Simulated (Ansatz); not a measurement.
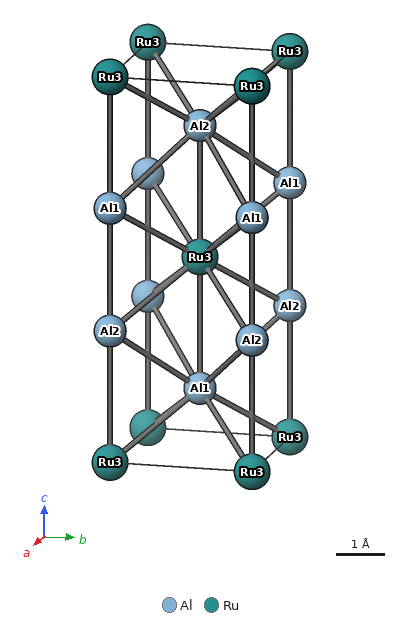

Figure 1. The structure as given in the input (ball-and-stick view of the cell 2 times as large as that of the calculation, set on its symmetry axes, seen slightly off an axis; atoms are numbered from 1 in the order of the input). An atom can appear more than once, as a periodic image.

**What a change does: single-point calculation on Al2Ru**

System: Al2Ru (3 atoms in the cell).
Method of the first run: DFT r2SCAN, scalar-relativistic, plane waves, PAW, no spin polarisation (Ansatz 0.2.0).

The structure derives from a Materials Project entry. Text and figures count atoms from 1; the logs count them from 0 in places.

### Input file, the first run
```yaml
crystal:
  lattice:
    - [-1.56042162, 1.56042162, 4.22180559]
    - [1.56042162, -1.56042162, 4.22180559]
    - [1.56042162, 1.56042162, -4.22180559]
  atoms:
    - { symbol: Al, position: [0.65920219, 0.65920219, 0.0] }
    - { symbol: Al, position: [0.34079781, 0.34079781, 0.0] }
    - { symbol: Ru, position: [0.0, 0.0, 0.0] }
basis:
  ecutwfc: 150
kpoints:
  mp_grid: { grid: [18, 18, 18] }
hamiltonian:
  xc: r2scan
scf:
  occupations: { method: gaussian, width: 0.1 }
output:
  forces: true
  stress: true
  eigenvalues: true
```

Command:
```bash
ansatz run input.yaml --threads 1 --pin off --max-ram 2560MiB --backend cpu --events-out ev --progress --plain --runs-dir out
```

Hardware: 1 thread of AMD EPYC (Zen 5), 32 GiB of memory available, shared host.

### Output, shortened to warnings, some set-up lines, iterations and results (the first run)
```
Warning: basis.ecutwfc = 150 eV is below the records' recommended 500 eV, and the density's cutoff is lower with it unless basis.ecutrho_ratio is high enough to keep the records' density cutoff: compare with a run at a higher cutoff
Basis set: ecut = 150 eV, 165 PW (Γ), FFT grids on a1+a3, a2+a3, a3, exchange–correlation on 60×60×80 points (64 copies of the dense FFT grid, shifted against one another)
Symmetry: 16 space group operations
k-points: 480 of 5832
Initial density: superposition of atomic densities (neutral atoms: chi_scale 0, normalization atom), corrected by the library's trained network
[...]
SCF iter   1: F=—  HF=-6935.598865 eV  |F-HF|=—  |Δ(HF+E_count)|=         —  Δρ=2.84e-1  dr2=3.24e1  dr2_τ=3.82e0  ethr=1.77e-3  ⟨swp⟩=5.3  Hψ=36686  notcnv=0
SCF iter   2: F=—  HF=-6926.508667 eV  |F-HF|=—  |Δ(HF+E_count)|=    9.09e0  Δρ=1.18e-1  dr2=2.70e0  dr2_τ=2.40e-1  ethr=1.77e-3  ⟨swp⟩=3.0  Hψ=20746  notcnv=0
SCF iter   3: F=—  HF=-6925.535140 eV  |F-HF|=—  |Δ(HF+E_count)|=   9.74e-1  Δρ=4.61e-2  dr2=7.06e-1  dr2_τ=2.52e-2  ethr=1.77e-3  ⟨swp⟩=2.0  Hψ=18110  notcnv=0
SCF iter   4: F=—  HF=-6925.447211 eV  |F-HF|=—  |Δ(HF+E_count)|=   8.79e-2  Δρ=1.46e-2  dr2=6.45e-2  dr2_τ=1.29e-2  ethr=1.77e-3  ⟨swp⟩=2.1  Hψ=12203  notcnv=0
SCF iter   5: F=—  HF=-6925.433633 eV  |F-HF|=—  |Δ(HF+E_count)|=   1.36e-2  Δρ=5.61e-3  dr2=1.03e-2  dr2_τ=4.44e-4  ethr=2.93e-4  ⟨swp⟩=1.0  Hψ=11005  notcnv=0
SCF iter   6: F=—  HF=-6925.431592 eV  |F-HF|=—  |Δ(HF+E_count)|=   2.04e-3  Δρ=6.29e-4  dr2=1.36e-4  dr2_τ=3.77e-6  ethr=4.68e-5  ⟨swp⟩=2.5  Hψ=10886  notcnv=0
SCF iter   7: F=—  HF=-6925.431557 eV  |F-HF|=—  |Δ(HF+E_count)|=   3.54e-5  Δρ=1.02e-4  dr2=5.35e-6  dr2_τ=2.39e-7  ethr=6.20e-7  ⟨swp⟩=1.8  Hψ=10449  notcnv=0
SCF iter   8: F=—  HF=-6925.431556 eV  |F-HF|=—  |Δ(HF+E_count)|=   8.52e-7  Δρ=1.57e-5  dr2=1.31e-7  dr2_τ=1.22e-8  ethr=2.43e-8  ⟨swp⟩=2.6  Hψ=10492  notcnv=0
SCF iter   9: F=-6925.431556 eV  HF=-6925.431556 eV  |F-HF|=1.61e-10  |Δ(HF+E_count)|=   1.60e-8  Δρ=1.42e-6  dr2=7.83e-10  dr2_τ=1.48e-10  ethr=4.55e-10  ⟨swp⟩=3.7  Hψ=19866 …
SCF 1 converged in 9 iterations: F = -6925.431556 eV  dr2 = 7.83e-10
SCF converged after 9 iterations
Free energy (F): -6925.431556 eV
Harris-Foulkes:  -6925.431556 eV  (|F-HF|=1.61e-10)
Internal energy: -6925.427527 eV  (E = F + TS)
E sigma→0 (E₀):  -6925.429542 eV
Entropy (-TS):   -0.004029 eV (-1.343 meV/atom)
Fermi energy:    14.308006 eV
--- Per-component energies (eV) ---
  E_band       = -193.435916
  E_kinetic    = 616.270037
  E_local      = -1983.137147  (includes V_loc(G=0)·N_el)
  E_nonlocal   = 260.013501
  E_hartree    = 715.816403
  E_xc         = -273.895804
  E_vxc        = -353.147942  (∫ρ·V_xc dr)
  E_paw        = -4386.668549  (= ΣΔE_a)
  E_vpaw       = -187.884850  (= ΣTr[D̂ρ^β])
  E_aug_tail   = -0.011190  (compensation charges beyond the density's cutoff)
  E_vtau       = 22.827892  (kinetic-family band-sum trace: ∫τ·v_τ [+ j·A + Jᵃ·Aᵃ] dr)
  E_ewald      = -1873.383606
  E_core_change = -0.431172  (= ΣΔE_core)
  E_smearing   = -0.004029  (= −TS)
  E_closure    = -0.000000  (closes the sum)
  Σ components = -6925.431556   (vs F -6925.431556, Δ=0.00e0)
--- Forces (eV/Å), atoms counted from 1 ---
  atom   1  Al     0.00000000    -0.00000000     0.67303946
  atom   2  Al     0.00000000    -0.00000000    -0.67303946
  atom   3  Ru     0.00000000     0.00000000     0.00000000
  max |Σ_I F_I| component: 2.43e-17 eV/Å
--- Stress (GPa, compression-positive) ---
        8.714486       0.000000      -0.000000
        0.000000       8.714486      -0.000000
       -0.000000      -0.000000      19.427198
  P = ⅓ Tr σ = 12.2854 GPa (122.854 kbar)
```

The second run used a changed input.

### The two runs side by side

| quantity | the first run | the second run |
| --- | --- | --- |
| outcome | converged | converged |
| free energy per atom (eV) | −2308.4772 | −2324.5915 |
| energy per atom, smearing taken to zero (eV) | −2308.4765 | −2324.5914 |
| gap on the mesh (eV) | 0.00 | 0.00 |
| pressure (GPa) | 12.29 | 0.12 |
| largest force (eV/Å) | 0.673 | 0.018 |
| SCF iterations | 9 | 7 |
| irreducible k-points | 480 | 480 |
| plane waves at Γ | 165 | 1103 |
| wall time (shared host) | 4.5 s | 12 s |

What was changed in the input?

The change (lines with − go, lines with + come):
```diff
-  ecutwfc: 150
+  ecutwfc: 520
```

The free energy of the second run is 16114.3 meV per atom lower, which measures how much it depends on this numerical setting. The pressure goes from 12.29 to 0.12 GPa. The largest force goes from 0.673 to 0.018 eV/Å. More plane waves can only lower the energy of a fixed Hamiltonian, so the higher cutoff gives the lower value. The SCF takes 7 iterations against 9. The plane waves at Γ go from 165 to 1103. On the same kind of shared host the second run took about 2.6 times as long.

### Output, shortened to warnings, some set-up lines, iterations and results (the second run)
```
Basis set: ecut = 520 eV, 1103 PW (Γ), FFT grids on a1+a3, a2+a3, a3, exchange–correlation on 96×96×144 points (64 copies of the dense FFT grid, shifted against one another)
Symmetry: 16 space group operations
k-points: 480 of 5832
Initial density: superposition of atomic densities (neutral atoms: chi_scale 0, normalization atom), corrected by the library's trained network
[...]
SCF iter   1: F=—  HF=-6973.752402 eV  |F-HF|=—  |Δ(HF+E_count)|=         —  Δρ=8.70e-3  dr2=1.71e-2  dr2_τ=3.63e-2  ethr=1.77e-3  ⟨swp⟩=5.2  Hψ=39538  notcnv=0
SCF iter   2: F=—  HF=-6973.775581 eV  |F-HF|=—  |Δ(HF+E_count)|=   2.32e-2  Δρ=4.20e-3  dr2=6.95e-3  dr2_τ=4.76e-4  ethr=7.79e-5  ⟨swp⟩=2.0  Hψ=16984  notcnv=0
SCF iter   3: F=—  HF=-6973.777241 eV  |F-HF|=—  |Δ(HF+E_count)|=   1.66e-3  Δρ=5.22e-3  dr2=1.68e-2  dr2_τ=1.20e-3  ethr=3.16e-5  ⟨swp⟩=2.0  Hψ=10622  notcnv=0
SCF iter   4: F=—  HF=-6973.774493 eV  |F-HF|=—  |Δ(HF+E_count)|=   2.75e-3  Δρ=7.02e-4  dr2=7.39e-5  dr2_τ=9.46e-6  ethr=3.16e-5  ⟨swp⟩=2.5  Hψ=11320  notcnv=0
SCF iter   5: F=—  HF=-6973.774494 eV  |F-HF|=—  |Δ(HF+E_count)|=   5.16e-7  Δρ=2.36e-4  dr2=7.29e-6  dr2_τ=7.29e-7  ethr=3.36e-7  ⟨swp⟩=2.4  Hψ=12307  notcnv=0
SCF iter   6: F=—  HF=-6973.774497 eV  |F-HF|=—  |Δ(HF+E_count)|=   3.58e-6  Δρ=2.67e-5  dr2=1.11e-7  dr2_τ=1.48e-8  ethr=3.31e-8  ⟨swp⟩=2.4  Hψ=12177  notcnv=0
SCF iter   7: F=-6973.774497 eV  HF=-6973.774497 eV  |F-HF|=1.11e-9  |Δ(HF+E_count)|=   7.88e-8  Δρ=4.23e-6  dr2=5.03e-9  dr2_τ=6.05e-10  ethr=4.55e-10  ⟨swp⟩=4.8  Hψ=31890  …
SCF 1 converged in 7 iterations: F = -6973.774497 eV  dr2 = 5.03e-9
SCF converged after 7 iterations
Free energy (F): -6973.774497 eV
Harris-Foulkes:  -6973.774497 eV  (|F-HF|=1.11e-9)
Internal energy: -6973.774000 eV  (E = F + TS)
E sigma→0 (E₀):  -6973.774249 eV
Entropy (-TS):   -0.000497 eV (-0.166 meV/atom)
Fermi energy:    14.115941 eV
--- Per-component energies (eV) ---
  E_band       = -161.330448
  E_kinetic    = 566.751031
  E_local      = -2142.681066  (includes V_loc(G=0)·N_el)
  E_nonlocal   = 362.371026
  E_hartree    = 800.244328
  E_xc         = -260.664947
  E_vxc        = -333.847233  (∫ρ·V_xc dr)
  E_paw        = -4425.979651  (= ΣΔE_a)
  E_vpaw       = -236.196445  (= ΣTr[D̂ρ^β])
  E_aug_tail   = 0.000056  (compensation charges beyond the density's cutoff)
  E_vtau       = 21.782483  (kinetic-family band-sum trace: ∫τ·v_τ [+ j·A + Jᵃ·Aᵃ] dr)
  E_ewald      = -1873.383606
  E_core_change = -0.431172  (= ΣΔE_core)
  E_smearing   = -0.000497  (= −TS)
  E_closure    = -0.000000  (closes the sum)
  Σ components = -6973.774497   (vs F -6973.774497, Δ=0.00e0)
--- Forces (eV/Å), atoms counted from 1 ---
  atom   1  Al     0.00000000    -0.00000000    -0.01846330
  atom   2  Al     0.00000000     0.00000000     0.01846330
  atom   3  Ru     0.00000000     0.00000000    -0.00000000
  max |Σ_I F_I| component: 6.94e-18 eV/Å
--- Stress (GPa, compression-positive) ---
        0.160777       0.000000       0.000000
        0.000000       0.160777      -0.000000
        0.000000       0.000000       0.041692
  P = ⅓ Tr σ = 0.1211 GPa (1.211 kbar)
```

For the first run: Warnings: the cutoff is below the recommended one.
